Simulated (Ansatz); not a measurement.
# Trigonal (grey) selenium under r²SCAN: convergence with the Methfessel-Paxton smearing, part 2 of 2

How small must the Methfessel-Paxton smearing width be for energy and pressure to settle? The geometry was relaxed under r²SCAN beforehand and stays fixed; 7 values are run, from 0.01 to 1.0 eV. Wanted are the values from which on the energy stays within 10 and 1 meV/atom, and the pressure within 0.5 GPa, of the narrowest run. Within the series other settings stay, but some runs also write fields, which adds to their time. Spin polarisation is left out.

Ansatz 0.2.0; DFT r²SCAN, plane waves with PAW, scalar-relativistic. The steps go on from the part before.

## (5) Width 0.2 eV

The run at 0.2 eV.

input.yaml

```yaml
crystal:
  lattice:
    - [4.4930560488, 0.0, 0.0]
    - [-2.2465280244, 3.8911006789, 0.0]
    - [0.0, 0.0, 4.9923929492]
  atoms:
    - { symbol: Se, position: [0.2178291882, 0.0, 0.3333333333] }
    - { symbol: Se, position: [1.0, 0.2178291882, 0.6666666667] }
    - { symbol: Se, position: [0.7821708118, 0.7821708118, 0.0] }
hamiltonian:
  xc: r2scan
  pseudopotentials:
    kind: paw
    azcp:
      Se: "pseudopotentials/Se.paw.azcp"
basis:
  ecutwfc: 500
  fft_grid_basis: typed
kpoints:
  mp_grid: { grid: [8, 8, 7], shift: [0, 0, 0] }
magnetization:
  spin_polarized: false
scf:
  occupations: { method: methfessel_paxton, width: 0.2 }
  lower_state_search: "off"
output:
  stress: true
```

Launch:

```sh
ansatz run input.yaml --threads 2 --pin off --max-ram 5120MiB --backend cpu --events-out ev --progress --plain --runs-dir out
```

The log of the run:

```text
Warning: RAYON_NUM_THREADS=2 ignored (pool sized by the plan → 2); use --threads N
Engine: ansatz 0.2.0, x86_64-unknown-linux-gnu
Pseudopotentials: kind: paw
Pseudopotential: Se, paw, valence charge 16, recommended cutoff 500 eV (meta_gga), <dir>
Functional definition: r2SCAN
  parameter k0 = 0.174
  parameter k1 = 0.065
  parameter a1 = 4.9479
  exchange = r2scan_x(k0 = k0, k1 = k1, a1 = a1)
  correlation = r2scan_c
Crystal: 3 atoms, lattice volume = 87.282 Å³
Basis set: ecut = 500 eV, 2209 PW (Γ), exchange–correlation on 144×144×160 points (64 copies of the dense FFT grid, shifted against one another)
Bands: 28, of which v1, the nominal top of the filled ones, is band 24 counted from 1 (23 counted from 0)
Symmetry: 6 space group operations
Space group: P3121 (ITA 152), of the structure as read, at distance tolerance 4.4e-5 Å
k-points: 55 of 448 (time reversal used)
Non-local potential: Se, projectors of the file, l = 0: 2, l = 1: 2, l = 2: 3, l = 3: 1
PAW form: soft (Blöchl's): semilocal exchange-correlation on the pseudo side does not see the compensation charge
PAW frozen core: Se, regenerated for the run's functional (the file was generated under x = pbe(κ = 0.804, μ = 0.2195149727645171), c = pbe(β = 0.06672455060314922))
PAW one-centre angular grid: Se, 590 points (default); XC on 160 Gauss nodes
Initial density: superposition of atomic densities (neutral atoms: chi_scale 0, normalization atom), corrected by the library's trained network
Initial wavefunctions: pseudopotential atomic-orbital guess
Functional: x = r2scan, c = r2scan; τ floored in thin density (d = 2e-4 eV/Å³)
SCF iter   1: F=—  HF=-16434.371140 eV  |F-HF|=—  |Δ(HF+E_count)|=         —  Δρ=2.84e-3  dr2=4.65e-3  dr2_τ=9.26e-3  ethr=1.77e-3  ⟨swp⟩=5.2  Hψ=6132  notcnv=0
preconditioner: auto → Resta (q_TF=auto, 2.470 Å⁻¹)  ε∞=3.8  [insulator: Δε(μ)=1.613 eV  Ē_g=10.115 eV  σ=0.200 eV  W_gap=1.00  n_scr=20 (ndim 8)  ℏωp=16.9 eV  f_vac=0.128  D(μ)=-0.00/eV (n_scr^D=0)  ε∞_Penn≈3.8]
SCF iter   2: F=—  HF=-16434.379258 eV  |F-HF|=—  |Δ(HF+E_count)|=   8.12e-3  S|Δr|=    0.00e0  Δρ=1.75e-3  dr2=1.63e-3  dr2_τ=3.33e-5  ethr=9.69e-6  ⟨swp⟩=2.0  Hψ=3300  notcnv=0
SCF iter   3: F=—  HF=-16434.379787 eV  |F-HF|=—  |Δ(HF+E_count)|=   5.29e-4  S|Δr|=    0.00e0  Δρ=6.44e-4  dr2=2.31e-4  dr2_τ=4.74e-6  ethr=3.39e-6  ⟨swp⟩=2.0  Hψ=1865  notcnv=0
SCF iter   4: F=—  HF=-16434.379915 eV  |F-HF|=—  |Δ(HF+E_count)|=   1.29e-4  S|Δr|=    0.00e0  Δρ=1.05e-4  dr2=9.60e-6  dr2_τ=2.66e-7  ethr=4.81e-7  ⟨swp⟩=2.0  Hψ=2035  notcnv=0
SCF iter   5: F=—  HF=-16434.379922 eV  |F-HF|=—  |Δ(HF+E_count)|=   6.19e-6  S|Δr|=    0.00e0  Δρ=1.83e-5  dr2=3.46e-7  dr2_τ=7.01e-9  ethr=2.00e-8  ⟨swp⟩=2.0  Hψ=2035  notcnv=0
SCF iter   6: F=-16434.379922 eV  HF=-16434.379922 eV  |F-HF|=1.04e-8  |Δ(HF+E_count)|=   2.27e-7  S|Δr|=    0.00e0  Δρ=3.14e-6  dr2=8.49e-9  dr2_τ=2.55e-10  ethr=2.08e-10  ⟨swp⟩=4.0  Hψ=5158  notcnv=0
SCF 1 converged in 6 iterations: F = -16434.379922 eV  dr2 = 8.49e-9
SCF converged after 6 iterations
Stability not checked: this state was not tested for a lower state beside it, because cold or Methfessel-Paxton smearing, or corrected tetrahedra, fill the levels in a way that the test cannot read (fill_not_monotonic; see scf.lower_state_search)
Free energy (F): -16434.379922 eV
Harris-Foulkes:  -16434.379922 eV  (|F-HF|=1.04e-8)
Internal energy: -16434.379922 eV  (E = F + TS)
E sigma→0 (E₀):  -16434.379922 eV
Fermi energy:    6.487329 eV
Step filling:    the computed levels leave a gap of 1.6119 eV = 8.1 smearing widths at the electron count; against every level under it full and every level over it empty, smearing changes F+E_penalty+E_count by +2.83e-7 meV and its σ→0 estimate by -2.11e-6 meV
--- Per-component energies (eV) ---
  E_band       = -1305.848961
  E_kinetic    = 351.160281
  E_local      = -8009.883791  (includes V_loc(G=0)·N_el)
  E_nonlocal   = -1781.807334
  E_hartree    = 3908.569511
  E_xc         = -292.169776
  E_vxc        = -314.208458  (∫ρ·V_xc dr)
  E_paw        = -5777.479042  (= ΣΔE_a)
  E_vpaw       = 615.833520  (= ΣTr[D̂ρ^β])
  E_aug_tail   = -0.000630  (compensation charges beyond the density's cutoff)
  E_vtau       = 15.920184  (kinetic-family band-sum trace: ∫τ·v_τ [+ j·A + Jᵃ·Aᵃ] dr)
  E_ewald      = -4827.474830
  E_core_change = -5.294311  (= ΣΔE_core)
  E_smearing   = 0.000000  (= −TS)
  E_closure    = -0.000000  (closes the sum)
  Σ components = -16434.379922   (vs F -16434.379922, Δ=0.00e0)
--- Stress (GPa, compression-positive) ---
        0.030166       0.000000      -0.000000
        0.000000       0.030166      -0.000000
       -0.000000      -0.000000       0.036960
  P = ⅓ Tr σ = 0.0324 GPa (0.324 kbar)
```

Run time: 6.8 s. Hardware: 2 threads of Intel Xeon 6975P-C (Granite Rapids), shared host; peak memory 0.6 GiB.

## (6) Width 0.3 eV

The run at 0.3 eV.

input.yaml, as its differences from that of step 5:

```diff
@@ -23,3 +23,3 @@
 scf:
-  occupations: { method: methfessel_paxton, width: 0.2 }
+  occupations: { method: methfessel_paxton, width: 0.3 }
   lower_state_search: "off"
```

Launch:

```sh
ansatz run input.yaml --threads 2 --pin off --max-ram 5120MiB --backend cpu --events-out ev --progress --plain --runs-dir out
```

The log of the run:

```text
Warning: RAYON_NUM_THREADS=2 ignored (pool sized by the plan → 2); use --threads N
[... 9 set-up lines as earlier in the session ...]
Crystal: 3 atoms, lattice volume = 87.282 Å³
Basis set: ecut = 500 eV, 2209 PW (Γ), exchange–correlation on 144×144×160 points (64 copies of the dense FFT grid, shifted against one another)
Bands: 28, of which v1, the nominal top of the filled ones, is band 24 counted from 1 (23 counted from 0)
[... 2 set-up lines as earlier in the session ...]
k-points: 55 of 448 (time reversal used)
[... 7 set-up lines as earlier in the session ...]
SCF iter   1: F=—  HF=-16434.371136 eV  |F-HF|=—  |Δ(HF+E_count)|=         —  Δρ=2.84e-3  dr2=4.65e-3  dr2_τ=9.26e-3  ethr=1.77e-3  ⟨swp⟩=5.1  Hψ=6070  notcnv=0
preconditioner: auto → Resta (q_TF=auto, 2.470 Å⁻¹)  ε∞=3.8  [insulator: Δε(μ)=1.613 eV  Ē_g=10.115 eV  σ=0.300 eV  W_gap=1.00  n_scr=20 (ndim 8)  ℏωp=16.9 eV  f_vac=0.128  D(μ)=-0.00/eV (n_scr^D=0)  ε∞_Penn≈3.8]
SCF iter   2: F=—  HF=-16434.379253 eV  |F-HF|=—  |Δ(HF+E_count)|=   8.12e-3  S|Δr|=    0.00e0  Δρ=1.75e-3  dr2=1.63e-3  dr2_τ=3.33e-5  ethr=9.70e-6  ⟨swp⟩=2.0  Hψ=3300  notcnv=0
SCF iter   3: F=—  HF=-16434.379782 eV  |F-HF|=—  |Δ(HF+E_count)|=   5.29e-4  S|Δr|=    0.00e0  Δρ=6.44e-4  dr2=2.31e-4  dr2_τ=4.75e-6  ethr=3.40e-6  ⟨swp⟩=2.0  Hψ=1865  notcnv=0
SCF iter   4: F=—  HF=-16434.379911 eV  |F-HF|=—  |Δ(HF+E_count)|=   1.29e-4  S|Δr|=    0.00e0  Δρ=1.05e-4  dr2=9.60e-6  dr2_τ=2.66e-7  ethr=4.81e-7  ⟨swp⟩=2.0  Hψ=2035  notcnv=0
SCF iter   5: F=—  HF=-16434.379917 eV  |F-HF|=—  |Δ(HF+E_count)|=   6.09e-6  S|Δr|=    0.00e0  Δρ=1.83e-5  dr2=3.47e-7  dr2_τ=7.01e-9  ethr=2.00e-8  ⟨swp⟩=2.0  Hψ=2035  notcnv=0
SCF iter   6: F=-16434.379917 eV  HF=-16434.379917 eV  |F-HF|=1.04e-8  |Δ(HF+E_count)|=   2.27e-7  S|Δr|=    0.00e0  Δρ=3.14e-6  dr2=8.50e-9  dr2_τ=2.55e-10  ethr=2.08e-10  ⟨swp⟩=4.0  Hψ=5155  notcnv=0
SCF 1 converged in 6 iterations: F = -16434.379917 eV  dr2 = 8.50e-9
SCF converged after 6 iterations
Stability not checked: this state was not tested for a lower state beside it, because cold or Methfessel-Paxton smearing, or corrected tetrahedra, fill the levels in a way that the test cannot read (fill_not_monotonic; see scf.lower_state_search)
Free energy (F): -16434.379917 eV
Harris-Foulkes:  -16434.379917 eV  (|F-HF|=1.04e-8)
Internal energy: -16434.379992 eV  (E = F + TS)
E sigma→0 (E₀):  -16434.379936 eV
Entropy (-TS):   0.000074 eV (0.025 meV/atom)
Fermi energy:    6.489190 eV
Step filling:    the computed levels leave a gap of 1.6119 eV = 5.4 smearing widths at the electron count; against every level under it full and every level over it empty, smearing changes F+E_penalty+E_count by +4.52e-3 meV and its σ→0 estimate by -0.014 meV
--- Per-component energies (eV) ---
  E_band       = -1305.848977
  E_kinetic    = 351.160266
  E_local      = -8009.883853  (includes V_loc(G=0)·N_el)
  E_nonlocal   = -1781.807338
  E_hartree    = 3908.569556
  E_xc         = -292.169809
  E_vxc        = -314.208483  (∫ρ·V_xc dr)
  E_paw        = -5777.479043  (= ΣΔE_a)
  E_vpaw       = 615.833530  (= ΣTr[D̂ρ^β])
  E_aug_tail   = -0.000630  (compensation charges beyond the density's cutoff)
  E_vtau       = 15.920171  (kinetic-family band-sum trace: ∫τ·v_τ [+ j·A + Jᵃ·Aᵃ] dr)
  E_ewald      = -4827.474830
  E_core_change = -5.294311  (= ΣΔE_core)
  E_smearing   = 0.000074  (= −TS)
  E_closure    = -0.000000  (closes the sum)
  Σ components = -16434.379917   (vs F -16434.379917, Δ=0.00e0)
--- Stress (GPa, compression-positive) ---
        0.030288       0.000000      -0.000000
        0.000000       0.030288      -0.000000
       -0.000000      -0.000000       0.036418
  P = ⅓ Tr σ = 0.0323 GPa (0.323 kbar)
```

It took 6.2 s on 2 threads of Intel Xeon 6975P-C (Granite Rapids), shared host; peak memory 0.59 GiB.

## (7) Width 0.6 eV

The run at 0.6 eV.

input.yaml, as its differences from that of step 6:

```diff
@@ -23,3 +23,3 @@
 scf:
-  occupations: { method: methfessel_paxton, width: 0.3 }
+  occupations: { method: methfessel_paxton, width: 0.6 }
   lower_state_search: "off"
```

Launch:

```sh
ansatz run input.yaml --threads 2 --pin off --max-ram 5120MiB --backend cpu --events-out ev --progress --plain --runs-dir out
```

The log of the run:

```text
Warning: RAYON_NUM_THREADS=2 ignored (pool sized by the plan → 2); use --threads N
band count auto-derived: 30 (N_el = 48.0; filled up to band 24; 28 by the electrons, moments and atoms)
[... 9 set-up lines as earlier in the session ...]
Crystal: 3 atoms, lattice volume = 87.282 Å³
Basis set: ecut = 500 eV, 2209 PW (Γ), exchange–correlation on 144×144×160 points (64 copies of the dense FFT grid, shifted against one another)
Bands: 30, of which v1, the nominal top of the filled ones, is band 24 counted from 1 (23 counted from 0)
[... 2 set-up lines as earlier in the session ...]
k-points: 55 of 448 (time reversal used)
[... 7 set-up lines as earlier in the session ...]
SCF iter   1: F=—  HF=-16434.365431 eV  |F-HF|=—  |Δ(HF+E_count)|=         —  Δρ=3.01e-3  dr2=5.45e-3  dr2_τ=9.34e-3  ethr=1.77e-3  ⟨swp⟩=5.0  Hψ=6487  notcnv=0
preconditioner: auto → Resta (q_TF=auto, 2.470 Å⁻¹)  ε∞=3.1  [insulator: Δε(μ)=1.613 eV  Ē_g=11.620 eV  σ=0.600 eV  W_gap=1.07  n_scr=20 (ndim 8)  ℏωp=16.9 eV  f_vac=0.128  D(μ)=-0.12/eV (n_scr^D=0)  ε∞_Penn≈3.1]
SCF iter   2: F=—  HF=-16434.373505 eV  |F-HF|=—  |Δ(HF+E_count)|=   8.07e-3  S|Δr|=    0.00e0  Δρ=1.79e-3  dr2=1.70e-3  dr2_τ=3.40e-5  ethr=1.13e-5  ⟨swp⟩=2.0  Hψ=3410  notcnv=0
SCF iter   3: F=—  HF=-16434.374052 eV  |F-HF|=—  |Δ(HF+E_count)|=   5.47e-4  S|Δr|=    0.00e0  Δρ=6.36e-4  dr2=2.23e-4  dr2_τ=4.64e-6  ethr=3.53e-6  ⟨swp⟩=2.0  Hψ=1947  notcnv=0
SCF iter   4: F=—  HF=-16434.374180 eV  |F-HF|=—  |Δ(HF+E_count)|=   1.28e-4  S|Δr|=    0.00e0  Δρ=1.00e-4  dr2=8.00e-6  dr2_τ=2.70e-7  ethr=4.65e-7  ⟨swp⟩=2.0  Hψ=2145  notcnv=0
SCF iter   5: F=—  HF=-16434.374185 eV  |F-HF|=—  |Δ(HF+E_count)|=   4.81e-6  S|Δr|=    0.00e0  Δρ=1.77e-5  dr2=2.84e-7  dr2_τ=7.91e-9  ethr=1.67e-8  ⟨swp⟩=3.0  Hψ=3518  notcnv=0
SCF iter   6: F=-16434.374185 eV  HF=-16434.374185 eV  |F-HF|=4.91e-9  |Δ(HF+E_count)|=   2.31e-7  S|Δr|=    0.00e0  Δρ=2.81e-6  dr2=5.98e-9  dr2_τ=1.71e-10  ethr=2.08e-10  ⟨swp⟩=4.0  Hψ=5204  notcnv=0
SCF 1 converged in 6 iterations: F = -16434.374185 eV  dr2 = 5.98e-9
SCF converged after 6 iterations
Stability not checked: this state was not tested for a lower state beside it, because cold or Methfessel-Paxton smearing, or corrected tetrahedra, fill the levels in a way that the test cannot read (fill_not_monotonic; see scf.lower_state_search)
Free energy (F): -16434.374185 eV
Harris-Foulkes:  -16434.374185 eV  (|F-HF|=4.91e-9)
Internal energy: -16434.411116 eV  (E = F + TS)
E sigma→0 (E₀):  -16434.383418 eV
Entropy (-TS):   0.036931 eV (12.310 meV/atom)
Fermi energy:    6.435327 eV
Step filling:    the computed levels leave a gap of 1.6103 eV = 2.7 smearing widths at the electron count; against every level under it full and every level over it empty, smearing changes F+E_penalty+E_count by +5.745 meV and its σ→0 estimate by -3.488 meV
--- Per-component energies (eV) ---
  E_band       = -1305.865835
  E_kinetic    = 351.145375
  E_local      = -8009.903882  (includes V_loc(G=0)·N_el)
  E_nonlocal   = -1781.810561
  E_hartree    = 3908.585521
  E_xc         = -292.181069
  E_vxc        = -314.217458  (∫ρ·V_xc dr)
  E_paw        = -5777.476729  (= ΣΔE_a)
  E_vpaw       = 615.836967  (= ΣTr[D̂ρ^β])
  E_aug_tail   = -0.000630  (compensation charges beyond the density's cutoff)
  E_vtau       = 15.915831  (kinetic-family band-sum trace: ∫τ·v_τ [+ j·A + Jᵃ·Aᵃ] dr)
  E_ewald      = -4827.474830
  E_core_change = -5.294311  (= ΣΔE_core)
  E_smearing   = 0.036931  (= −TS)
  E_closure    = -0.000000  (closes the sum)
  Σ components = -16434.374185   (vs F -16434.374185, Δ=0.00e0)
--- Stress (GPa, compression-positive) ---
        0.038890       0.000000      -0.000000
        0.000000       0.038890      -0.000000
       -0.000000      -0.000000      -0.117254
  P = ⅓ Tr σ = -0.0132 GPa (-0.132 kbar)
```

It took 7.6 s on 2 threads of Intel Xeon 6975P-C (Granite Rapids), shared host; peak memory 0.6 GiB.

## (8) Width 1.0 eV

The run at 1.0 eV.

input.yaml, as its differences from that of step 7:

```diff
@@ -23,3 +23,3 @@
 scf:
-  occupations: { method: methfessel_paxton, width: 0.6 }
+  occupations: { method: methfessel_paxton, width: 1.0 }
   lower_state_search: "off"
```

Launch:

```sh
ansatz run input.yaml --threads 2 --pin off --max-ram 5120MiB --backend cpu --events-out ev --progress --plain --runs-dir out
```

The log of the run:

```text
Warning: RAYON_NUM_THREADS=2 ignored (pool sized by the plan → 2); use --threads N
band count auto-derived: 32 (N_el = 48.0; filled up to band 24; 28 by the electrons, moments and atoms)
[... 9 set-up lines as earlier in the session ...]
Crystal: 3 atoms, lattice volume = 87.282 Å³
Basis set: ecut = 500 eV, 2209 PW (Γ), exchange–correlation on 144×144×160 points (64 copies of the dense FFT grid, shifted against one another)
Bands: 32, of which v1, the nominal top of the filled ones, is band 24 counted from 1 (23 counted from 0)
[... 2 set-up lines as earlier in the session ...]
k-points: 55 of 448 (time reversal used)
[... 7 set-up lines as earlier in the session ...]
SCF iter   1: F=—  HF=-16434.286541 eV  |F-HF|=—  |Δ(HF+E_count)|=         —  Δρ=3.26e-3  dr2=6.10e-3  dr2_τ=9.50e-3  ethr=1.77e-3  ⟨swp⟩=5.1  Hψ=6934  notcnv=0
preconditioner: auto → Resta (q_TF=auto, 2.470 Å⁻¹)  ε∞=2.7  [insulator: Δε(μ)=1.613 eV  Ē_g=12.793 eV  σ=1.000 eV  W_gap=0.86  n_scr=20 (ndim 8)  ℏωp=16.9 eV  f_vac=0.128  D(μ)=0.28/eV (n_scr^D=0)  ε∞_Penn≈2.7]
SCF iter   2: F=—  HF=-16434.294479 eV  |F-HF|=—  |Δ(HF+E_count)|=   7.94e-3  S|Δr|=    0.00e0  Δρ=1.91e-3  dr2=1.91e-3  dr2_τ=3.50e-5  ethr=1.27e-5  ⟨swp⟩=2.0  Hψ=3525  notcnv=0
SCF iter   3: F=—  HF=-16434.295031 eV  |F-HF|=—  |Δ(HF+E_count)|=   5.52e-4  S|Δr|=    0.00e0  Δρ=6.60e-4  dr2=2.57e-4  dr2_τ=4.74e-6  ethr=3.99e-6  ⟨swp⟩=1.1  Hψ=1780  notcnv=0
SCF iter   4: F=—  HF=-16434.295156 eV  |F-HF|=—  |Δ(HF+E_count)|=   1.25e-4  S|Δr|=    0.00e0  Δρ=9.03e-5  dr2=5.59e-6  dr2_τ=2.77e-7  ethr=5.36e-7  ⟨swp⟩=2.0  Hψ=2212  notcnv=0
SCF iter   5: F=—  HF=-16434.295160 eV  |F-HF|=—  |Δ(HF+E_count)|=   3.87e-6  S|Δr|=    0.00e0  Δρ=1.61e-5  dr2=2.59e-7  dr2_τ=7.54e-9  ethr=1.17e-8  ⟨swp⟩=2.6  Hψ=3459  notcnv=0
SCF iter   6: F=-16434.295160 eV  HF=-16434.295160 eV  |F-HF|=4.03e-9  |Δ(HF+E_count)|=   2.04e-7  S|Δr|=    0.00e0  Δρ=3.03e-6  dr2=6.83e-9  dr2_τ=1.84e-10  ethr=2.08e-10  ⟨swp⟩=4.0  Hψ=5273  notcnv=0
SCF 1 converged in 6 iterations: F = -16434.295160 eV  dr2 = 6.83e-9
SCF converged after 6 iterations
Stability not checked: this state was not tested for a lower state beside it, because cold or Methfessel-Paxton smearing, or corrected tetrahedra, fill the levels in a way that the test cannot read (fill_not_monotonic; see scf.lower_state_search)
Free energy (F): -16434.295160 eV
Harris-Foulkes:  -16434.295160 eV  (|F-HF|=4.03e-9)
Internal energy: -16434.532058 eV  (E = F + TS)
E sigma→0 (E₀):  -16434.354385 eV
Entropy (-TS):   0.236898 eV (78.966 meV/atom)
Fermi energy:    6.880132 eV
Step filling:    the computed levels leave a gap of 1.6145 eV = 1.6 smearing widths at the electron count; against every level under it full and every level over it empty, smearing changes F+E_penalty+E_count by +84.796 meV and its σ→0 estimate by +25.572 meV
--- Per-component energies (eV) ---
  E_band       = -1305.885598
  E_kinetic    = 351.035713
  E_local      = -8010.000735  (includes V_loc(G=0)·N_el)
  E_nonlocal   = -1781.811121
  E_hartree    = 3908.686265
  E_xc         = -292.206940
  E_vxc        = -314.243771  (∫ρ·V_xc dr)
  E_paw        = -5777.465468  (= ΣΔE_a)
  E_vpaw       = 615.854718  (= ΣTr[D̂ρ^β])
  E_aug_tail   = -0.000630  (compensation charges beyond the density's cutoff)
  E_vtau       = 15.910058  (kinetic-family band-sum trace: ∫τ·v_τ [+ j·A + Jᵃ·Aᵃ] dr)
  E_ewald      = -4827.474830
  E_core_change = -5.294311  (= ΣΔE_core)
  E_smearing   = 0.236898  (= −TS)
  E_closure    = 0.000000  (closes the sum)
  Σ components = -16434.295160   (vs F -16434.295160, Δ=0.00e0)
--- Stress (GPa, compression-positive) ---
       -0.327478       0.000000      -0.000000
        0.000000      -0.327478      -0.000000
       -0.000000      -0.000000       0.147606
  P = ⅓ Tr σ = -0.1691 GPa (-1.691 kbar)
```

Run time: 6.8 s. Hardware: 2 threads of Intel Xeon 6975P-C (Granite Rapids), shared host; peak memory 0.6 GiB.

## (9) The series

Energies count from the run at 0.01 eV.

```
smearing (eV)  F (meV/atom)  E(σ → 0) (meV/atom)  P (GPa)  SCF cycles  CPU time
         0.01          0.00                 0.00     0.03           6      19 s
         0.03          0.00                 0.00     0.03           6      14 s
          0.1          0.00                 0.00     0.03           6      22 s
          0.2          0.00                 0.00     0.03           6      13 s
          0.3          0.00                 0.00     0.03           6      12 s
          0.6          1.91                -1.17    -0.01           6      14 s
          1.0         28.25                 8.51    -0.17           6      13 s
```

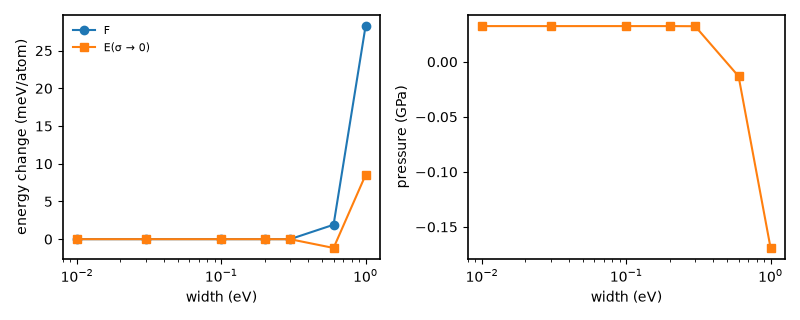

Energy and pressure against the Methfessel-Paxton smearing width.

## (10) Summary of results

What follows sums up all 2 parts.

```
                                    quantity         value
E(σ → 0) stays within 10 meV/atom of 0.01 eV  up to 1.0 eV
            E(σ → 0) stays within 1 meV/atom  up to 0.3 eV
               pressure stays within 0.5 GPa  up to 1.0 eV
                         pressure at 0.01 eV      0.03 GPa
```

At 1.0 eV the energy differs by +8.5 meV/atom and the pressure by -0.2 GPa. The free energy F moves by +28.3 meV/atom over the range, and the estimate for σ → 0 by +8.5. While the width stays far under the gap, it changes nothing. The cell taken over is 7 % larger than the measured one (27.26 Å³/atom, COD).

The gaps are Kohn-Sham values of a semilocal functional, not quasiparticle or optical gaps. Such gaps usually fall short of the measured ones.
